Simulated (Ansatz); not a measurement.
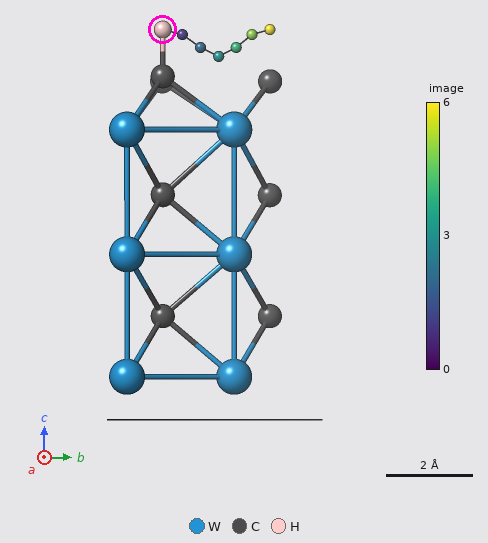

A nudged-elastic-band calculation for H on WC(001) (25 atoms in the cell). Images are numbered from 0 (start) to 6 (end). The start is drawn whole; smaller spheres mark the moving atoms (H) in the later images, joined by lines and coloured by the number of the image. The picture is a ball-and-stick view of the simulation cell, with the vacuum cut short (origin moved), seen along the a axis. The moving atom is ringed, with any periodic copies. Bonds to atoms that aren't drawn are left out.

Level of theory: DFT PBE, scalar-relativistic, plane waves, PAW (Ansatz 0.2.0). Run with plane-wave cutoff 420 eV; k-point mesh 3 × 3 × 1; Fermi-Dirac smearing 0.15 eV; 8 atoms held fixed; 5 movable images; climbing image; force threshold 0.03 eV/Å; iteration limit 45; optimiser FIRE; starting path by straight interpolation.

> What moves, how far, and at what cost in energy?

The adsorbate starts on a hollow site and hops by a lattice vector of the surface; other mechanisms, such as exchange with a surface atom, weren't searched. The H atom travels furthest, 2.88 Å from end to end, on a path that bends up to 0.64 Å away from the straight line. At the highest image its nearest neighbour (C) is 1.50 Å away, against 1.09 Å at the start, and the surrounding atoms stand up to 0.05 Å off the mean of their end positions. Breaking: C–H (1.09 → 3.13 Å). Forming: C–H (3.12 → 1.09 Å). The barrier is about 1.59 eV in both directions, with image 3 at the top; the ends have the same energy. The band converged in 38 iterations. The largest component of the band force went from 2.8 to 0.019 eV/Å. The climbing image converged on the top of the path. A check of its curvatures didn't confirm a first-order saddle.

Limits of the set-up: the periodic images lie only 5.8 Å apart, so the values are limited by the cell's size.

PAW datasets: the set soft_1.
